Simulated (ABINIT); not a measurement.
Run report: As, geometry relaxation (part 3 of 4)

Continued. System: As (2 atoms in the cell). Method: Kohn-Sham DFT of a periodic cell, LDA, PseudoDojo NC SR LDA v0.4.1 standard, no spin polarisation (ABINIT 10.8.3); cutoff 1088.46 eV, 7×7×7 k-mesh, fermi-dirac of 0.05 eV. The structure derives from an entry of the Crystallography Open Database.

Geometry of the input (Å; fractional positions):
```
1.8808  1.0859  3.5141
-1.8808  1.0859  3.5141
0.0000  -2.1718  3.5141
As 0.2260  0.2260  0.2260
As 0.7740  0.7740  0.7740
```

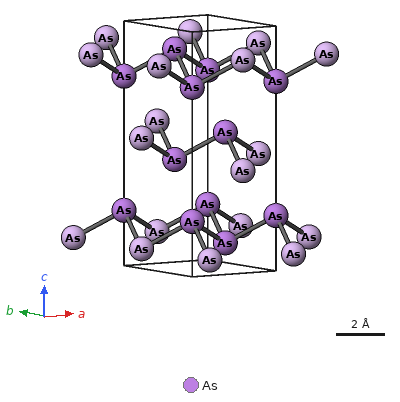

Figure 1. The starting structure (ball-and-stick view of the cell 3 times as large as that of the calculation, set on its symmetry axes, seen at an oblique angle; neighbours outside the cell are drawn fainter). An atom can appear more than once, as a periodic image.

**What the program printed, continued**
```
--- !BeginCycle
iteration_state: {dtset: 1, itime: 6, icycle: 1, }
solver: {iscf: 7, nstep: 80, nline: 4, wfoptalg: 0, }
tolerances: {tolvrs: 1.00E-12, }
...

     iter   Etot(hartree)      deltaE(h)  residm     vres2
 ETOT  1  -211.94887709076    -2.119E+02 3.637E-06 5.748E+00
 ETOT  2  -211.94924154443    -3.645E-04 1.773E-06 3.771E-01
 ETOT  3  -211.94927852541    -3.698E-05 1.795E-06 6.058E-02
 ETOT  4  -211.94928533524    -6.810E-06 2.237E-07 1.236E-03
 ETOT  5  -211.94928542908    -9.384E-08 2.580E-08 2.043E-05
 ETOT  6  -211.94928543103    -1.947E-09 8.473E-09 1.986E-07
 ETOT  7  -211.94928543105    -1.654E-11 1.518E-09 3.107E-09
 ETOT  8  -211.94928543104     3.979E-13 8.140E-10 1.270E-10
 ETOT  9  -211.94928543105    -6.821E-13 1.501E-10 2.849E-12
 ETOT 10  -211.94928543105    -4.150E-12 7.532E-11 2.998E-14

 At SCF step   10       vres2   =  3.00E-14 < tolvrs=  1.00E-12 =>converged.

 Cartesian components of stress tensor (hartree/bohr^3)
  sigma(1 1)=  2.35614183E-06  sigma(3 2)=  8.66496011E-13
  sigma(2 2)=  2.35614571E-06  sigma(3 1)=  0.00000000E+00
  sigma(3 3)=  3.36002128E-05  sigma(2 1)=  0.00000000E+00

--- !ResultsGS
iteration_state: {dtset: 1, itime: 6, icycle: 1, }
comment   : Summary of ground state results
lattice_vectors:
- [  3.5524206,   2.0509910,   6.3110969, ]
- [ -3.5524206,   2.0509910,   6.3110969, ]
- [  0.0000000,  -4.1019820,   6.3110969, ]
lattice_lengths: [   7.52703,    7.52703,    7.52703, ]
lattice_angles: [ 56.323,  56.323,  56.323, ] # degrees, (23, 13, 12)
lattice_volume:   2.7589525E+02
convergence: {deltae: -4.150E-12, res2:  2.998E-14, residm:  7.532E-11, diffor: null, }
etotal    :  -2.11949285E+02
entropy   :   0.00000000E+00
fermie    :   2.18869556E-01
cartesian_stress_tensor: # hartree/bohr^3
- [  2.35614183E-06,   0.00000000E+00,   0.00000000E+00, ]
- [  0.00000000E+00,   2.35614571E-06,   8.66496011E-13, ]
- [  0.00000000E+00,   8.66496011E-13,   3.36002128E-05, ]
pressure_GPa:  -3.7573E-01
xred      :
- [  2.3084E-01,   2.3084E-01,   2.3084E-01, As]
- [  7.6916E-01,   7.6916E-01,   7.6916E-01, As]
cartesian_forces: # hartree/bohr
- [  5.60609376E-19,   1.49964650E-18,  -2.45257500E-03, ]
- [ -5.60609376E-19,  -1.49964650E-18,   2.45257500E-03, ]
force_length_stats: {min:   2.45257500E-03, max:   2.45257500E-03, mean:   2.45257500E-03, }
...

 Integrated electronic density in atomic spheres:
 ------------------------------------------------
 Atom  Sphere_radius  Integrated_density
    1        2.00000         12.31586487
    2        2.00000         12.31586487

---OUTPUT-----------------------------------------------------------------------

 Cartesian coordinates (xcart) [bohr]
  1.41414584668910E-17 -1.71258764039187E-10  4.37046715540145E+00
 -1.49226293924769E-16 -5.70649981290351E-10  1.45628234726694E+01
 Reduced coordinates (xred)
  2.30835053517940E-01  2.30835053517940E-01  2.30835053517940E-01
  7.69164946482060E-01  7.69164946482060E-01  7.69164946482060E-01
 Cartesian forces (fcart) [Ha/bohr]; max,rms= 2.45257E-03 1.41599E-03 (free atoms)
  5.60609376264474E-19  1.49964650392326E-18 -2.45257499514538E-03
 -5.60609376264474E-19 -1.49964650392326E-18  2.45257499514538E-03
 Gradient of E wrt nuclear positions in reduced coordinates (gred)
  1.54784383900757E-02  1.54784383900757E-02  1.54784383900757E-02
 -1.54784383900757E-02 -1.54784383900757E-02 -1.54784383900757E-02
 Scale of Primitive Cell (acell) [bohr]
  7.52703127558416E+00  7.52703127558416E+00  7.52703127563936E+00
 Real space primitive translations (rprimd) [bohr]
  3.55242058815029E+00  2.05099098241627E+00  6.31109687602363E+00
 -3.55242058815029E+00  2.05099098241627E+00  6.31109687602363E+00
  0.00000000000000E+00 -4.10198196557445E+00  6.31109687602362E+00
 Unitary Cell Volume (ucvol) [Bohr^3]=  2.75895251885816E+02
 Angles (23,13,12)= [degrees]
  5.63225590120921E+01  5.63225590120921E+01  5.63225590163496E+01
 Lengths [Bohr]
  7.52703127558416E+00  7.52703127558416E+00  7.52703127563936E+00
 Stress tensor in cartesian coordinates (strten) [Ha/bohr^3]
  2.35614183046948E-06  0.00000000000000E+00  0.00000000000000E+00
  0.00000000000000E+00  2.35614570683745E-06  8.66496010556866E-13
  0.00000000000000E+00  8.66496010556866E-13  3.36002128471444E-05
 Total energy (etotal) [Ha]= -2.11949285431050E+02

 Difference of energy with previous step (new-old):
           Absolute (Ha)=-2.66100E-05
           Relative     =-1.25549E-07

--- Iteration: ( 7/50) Internal Cycle: (1/1)
--------------------------------------------------------------------------------

---SELF-CONSISTENT-FIELD CONVERGENCE--------------------------------------------

--- !BeginCycle
iteration_state: {dtset: 1, itime: 7, icycle: 1, }
solver: {iscf: 7, nstep: 80, nline: 4, wfoptalg: 0, }
tolerances: {tolvrs: 1.00E-12, }
...

     iter   Etot(hartree)      deltaE(h)  residm     vres2
 ETOT  1  -211.94915455869    -2.119E+02 1.492E-04 1.780E+00
 ETOT  2  -211.94928109609    -1.265E-04 2.587E-06 3.356E-01
 ETOT  3  -211.94932111907    -4.002E-05 1.550E-06 9.900E-03
 ETOT  4  -211.94932221297    -1.094E-06 3.088E-08 1.021E-04
 ETOT  5  -211.94932221781    -4.842E-09 9.996E-09 1.881E-06
 ETOT  6  -211.94932221798    -1.690E-10 2.508E-09 6.258E-08
 ETOT  7  -211.94932221799    -9.152E-12 1.561E-09 1.459E-09
 ETOT  8  -211.94932221798     1.933E-12 6.121E-10 5.811E-11
 ETOT  9  -211.94932221798     2.245E-12 3.262E-10 5.812E-13

 At SCF step    9       vres2   =  5.81E-13 < tolvrs=  1.00E-12 =>converged.

 Cartesian components of stress tensor (hartree/bohr^3)
  sigma(1 1)=  3.32867458E-06  sigma(3 2)=  8.64357769E-13
  sigma(2 2)=  3.32867845E-06  sigma(3 1)=  0.00000000E+00
  sigma(3 3)=  2.29467116E-05  sigma(2 1)=  0.00000000E+00

--- !ResultsGS
iteration_state: {dtset: 1, itime: 7, icycle: 1, }
comment   : Summary of ground state results
lattice_vectors:
- [  3.5558442,   2.0529676,   6.3069236, ]
- [ -3.5558442,   2.0529676,   6.3069236, ]
- [  0.0000000,  -4.1059353,   6.3069236, ]
lattice_lengths: [   7.52569,    7.52569,    7.52569, ]
lattice_angles: [ 56.393,  56.393,  56.393, ] # degrees, (23, 13, 12)
lattice_volume:   2.7624451E+02
convergence: {deltae:  2.245E-12, res2:  5.812E-13, residm:  3.262E-10, diffor: null, }
etotal    :  -2.11949322E+02
entropy   :   0.00000000E+00
fermie    :   2.18085720E-01
cartesian_stress_tensor: # hartree/bohr^3
- [  3.32867458E-06,   0.00000000E+00,   0.00000000E+00, ]
- [  0.00000000E+00,   3.32867845E-06,   8.64357769E-13, ]
- [  0.00000000E+00,   8.64357769E-13,   2.29467116E-05, ]
pressure_GPa:  -2.9033E-01
xred      :
- [  2.3032E-01,   2.3032E-01,   2.3032E-01, As]
- [  7.6968E-01,   7.6968E-01,   7.6968E-01, As]
cartesian_forces: # hartree/bohr
- [  5.73253463E-20,  -3.07581500E-19,  -9.73191964E-04, ]
- [ -5.73253463E-20,   3.07581500E-19,   9.73191964E-04, ]
force_length_stats: {min:   9.73191964E-04, max:   9.73191964E-04, mean:   9.73191964E-04, }
...

 Integrated electronic density in atomic spheres:
 ------------------------------------------------
 Atom  Sphere_radius  Integrated_density
    1        2.00000         12.31536178
    2        2.00000         12.31536178

---OUTPUT-----------------------------------------------------------------------

 Cartesian coordinates (xcart) [bohr]
 -2.50331095189796E-17 -1.70766858990916E-10  4.35791529603052E+00
 -3.69744905835050E-16 -5.70651500389741E-10  1.45628555281200E+01
 Reduced coordinates (xred)
  2.30324405730239E-01  2.30324405730239E-01  2.30324405730239E-01
  7.69675594269761E-01  7.69675594269761E-01  7.69675594269761E-01
 Cartesian forces (fcart) [Ha/bohr]; max,rms= 9.73192E-04 5.61873E-04 (free atoms)
  5.73253463170852E-20 -3.07581499696442E-19 -9.73191963952195E-04
 -5.73253463170852E-20  3.07581499696442E-19  9.73191963952195E-04
 Gradient of E wrt nuclear positions in reduced coordinates (gred)
  6.13784737261482E-03  6.13784737261482E-03  6.13784737261482E-03
 -6.13784737261482E-03 -6.13784737261482E-03 -6.13784737261482E-03
 Scale of Primitive Cell (acell) [bohr]
  7.52568865921616E+00  7.52568865921616E+00  7.52568865927115E+00
 Real space primitive translations (rprimd) [bohr]
  3.55584424568494E+00  2.05296763201550E+00  6.30692360805018E+00
 -3.55584424568494E+00  2.05296763201550E+00  6.30692360805018E+00
  0.00000000000000E+00 -4.10593526477242E+00  6.30692360805018E+00
 Unitary Cell Volume (ucvol) [Bohr^3]=  2.76244508167834E+02
 Angles (23,13,12)= [degrees]
  5.63926453254793E+01  5.63926453254793E+01  5.63926453297422E+01
 Lengths [Bohr]
  7.52568865921616E+00  7.52568865921616E+00  7.52568865927115E+00
 Stress tensor in cartesian coordinates (strten) [Ha/bohr^3]
  3.32867458257419E-06  0.00000000000000E+00  0.00000000000000E+00
  0.00000000000000E+00  3.32867844931792E-06  8.64357768591207E-13
  0.00000000000000E+00  8.64357768591207E-13  2.29467116465432E-05
 Total energy (etotal) [Ha]= -2.11949322217981E+02

 Difference of energy with previous step (new-old):
           Absolute (Ha)=-3.67869E-05
           Relative     =-1.73565E-07

--- Iteration: ( 8/50) Internal Cycle: (1/1)
--------------------------------------------------------------------------------

---SELF-CONSISTENT-FIELD CONVERGENCE--------------------------------------------

--- !BeginCycle
iteration_state: {dtset: 1, itime: 8, icycle: 1, }
solver: {iscf: 7, nstep: 80, nline: 4, wfoptalg: 0, }
tolerances: {tolvrs: 1.00E-12, }
...

     iter   Etot(hartree)      deltaE(h)  residm     vres2
 ETOT  1  -211.94912113474    -2.119E+02 1.647E-03 2.773E+00
 ETOT  2  -211.94933599677    -2.149E-04 1.249E-05 4.275E-02
 ETOT  3  -211.94934047126    -4.474E-06 3.876E-07 7.562E-03
 ETOT  4  -211.94934113834    -6.671E-07 6.704E-08 7.096E-04
 ETOT  5  -211.94934121181    -7.347E-08 8.060E-09 1.054E-05
 ETOT  6  -211.94934121293    -1.123E-09 4.416E-09 1.740E-07
 ETOT  7  -211.94934121295    -1.572E-11 1.499E-09 1.966E-09
 ETOT  8  -211.94934121295     4.263E-13 7.461E-10 3.355E-11
 ETOT  9  -211.94934121294     1.222E-12 2.696E-10 2.633E-13

 At SCF step    9       vres2   =  2.63E-13 < tolvrs=  1.00E-12 =>converged.

 Cartesian components of stress tensor (hartree/bohr^3)
  sigma(1 1)=  2.04202721E-06  sigma(3 2)=  8.68446839E-13
  sigma(2 2)=  2.04203109E-06  sigma(3 1)=  0.00000000E+00
  sigma(3 3)=  6.10837053E-06  sigma(2 1)=  0.00000000E+00

--- !ResultsGS
iteration_state: {dtset: 1, itime: 8, icycle: 1, }
comment   : Summary of ground state results
lattice_vectors:
- [  3.5596061,   2.0551396,   6.2785732, ]
- [ -3.5596061,   2.0551396,   6.2785732, ]
- [  0.0000000,  -4.1102791,   6.2785732, ]
lattice_lengths: [   7.50432,    7.50432,    7.50432, ]
lattice_angles: [ 56.633,  56.633,  56.633, ] # degrees, (23, 13, 12)
lattice_volume:   2.7558494E+02
convergence: {deltae:  1.222E-12, res2:  2.633E-13, residm:  2.696E-10, diffor: null, }
etotal    :  -2.11949341E+02
entropy   :   0.00000000E+00
fermie    :   2.18529539E-01
cartesian_stress_tensor: # hartree/bohr^3
- [  2.04202721E-06,   0.00000000E+00,   0.00000000E+00, ]
- [  0.00000000E+00,   2.04203109E-06,   8.68446839E-13, ]
- [  0.00000000E+00,   8.68446839E-13,   6.10837053E-06, ]
pressure_GPa:  -9.9957E-02
xred      :
- [  2.3018E-01,   2.3018E-01,   2.3018E-01, As]
- [  7.6982E-01,   7.6982E-01,   7.6982E-01, As]
cartesian_forces: # hartree/bohr
- [  4.17385526E-21,   1.60063759E-21,   9.63374725E-06, ]
- [ -4.17385526E-21,  -1.60063759E-21,  -9.63374725E-06, ]
force_length_stats: {min:   9.63374725E-06, max:   9.63374725E-06, mean:   9.63374725E-06, }
...

 Integrated electronic density in atomic spheres:
 ------------------------------------------------
 Atom  Sphere_radius  Integrated_density
    1        2.00000         12.31616687
    2        2.00000         12.31616687

---OUTPUT-----------------------------------------------------------------------

 Cartesian coordinates (xcart) [bohr]
 -2.80715682737171E-16 -1.69895325091377E-10  4.33565965822113E+00
 -1.14479985568385E-16 -5.68192157992836E-10  1.45000599895083E+01
 Reduced coordinates (xred)
  2.30182851481535E-01  2.30182851481535E-01  2.30182851481535E-01
  7.69817148518465E-01  7.69817148518465E-01  7.69817148518465E-01
 Cartesian forces (fcart) [Ha/bohr]; max,rms= 9.63375E-06 5.56205E-06 (free atoms)
  4.17385526445133E-21  1.60063758609243E-21  9.63374725161148E-06
 -4.17385526445133E-21 -1.60063758609243E-21 -9.63374725161148E-06
 Gradient of E wrt nuclear positions in reduced coordinates (gred)
 -6.04861874628125E-05 -6.04861874628125E-05 -6.04861874628125E-05
  6.04861874628125E-05  6.04861874628125E-05  6.04861874628125E-05
 Scale of Primitive Cell (acell) [bohr]
  7.50432382148060E+00  7.50432382148060E+00  7.50432382153474E+00
 Real space primitive translations (rprimd) [bohr]
  3.55960612903867E+00  2.05513955638336E+00  6.27857321590980E+00
 -3.55960612903867E+00  2.05513955638336E+00  6.27857321590980E+00
  0.00000000000000E+00 -4.11027911350481E+00  6.27857321590980E+00
 Unitary Cell Volume (ucvol) [Bohr^3]=  2.75584938067038E+02
 Angles (23,13,12)= [degrees]
  5.66328620119862E+01  5.66328620119862E+01  5.66328620162677E+01
 Lengths [Bohr]
  7.50432382148060E+00  7.50432382148060E+00  7.50432382153474E+00
 Stress tensor in cartesian coordinates (strten) [Ha/bohr^3]
  2.04202720801433E-06  0.00000000000000E+00  0.00000000000000E+00
  0.00000000000000E+00  2.04203109304898E-06  8.68446839023486E-13
  0.00000000000000E+00  8.68446839023486E-13  6.10837052603813E-06
 Total energy (etotal) [Ha]= -2.11949341212944E+02

 Difference of energy with previous step (new-old):
           Absolute (Ha)=-1.89950E-05
           Relative     =-8.96203E-08

--- Iteration: ( 9/50) Internal Cycle: (1/1)
--------------------------------------------------------------------------------

---SELF-CONSISTENT-FIELD CONVERGENCE--------------------------------------------

--- !BeginCycle
iteration_state: {dtset: 1, itime: 9, icycle: 1, }
solver: {iscf: 7, nstep: 80, nline: 4, wfoptalg: 0, }
tolerances: {tolvrs: 1.00E-12, }
...

     iter   Etot(hartree)      deltaE(h)  residm     vres2
 ETOT  1  -211.94923272972    -2.119E+02 9.231E-03 1.568E+00
 ETOT  2  -211.94933891047    -1.062E-04 1.827E-06 3.411E-02
 ETOT  3  -211.94934269678    -3.786E-06 1.652E-07 5.041E-03
 ETOT  4  -211.94934318116    -4.844E-07 8.410E-08 4.308E-04
 ETOT  5  -211.94934322432    -4.316E-08 3.238E-09 8.581E-06
 ETOT  6  -211.94934322516    -8.361E-10 1.192E-09 4.247E-08
 ETOT  7  -211.94934322515     7.958E-13 2.656E-10 7.966E-10
 ETOT  8  -211.94934322516    -2.956E-12 1.298E-10 2.388E-11
 ETOT  9  -211.94934322516    -3.979E-13 4.241E-11 5.557E-13

 At SCF step    9       vres2   =  5.56E-13 < tolvrs=  1.00E-12 =>converged.

 Cartesian components of stress tensor (hartree/bohr^3)
  sigma(1 1)=  4.07118741E-07  sigma(3 2)=  8.71559852E-13
  sigma(2 2)=  4.07122640E-07  sigma(3 1)=  0.00000000E+00
  sigma(3 3)=  6.44649660E-07  sigma(2 1)=  0.00000000E+00
```
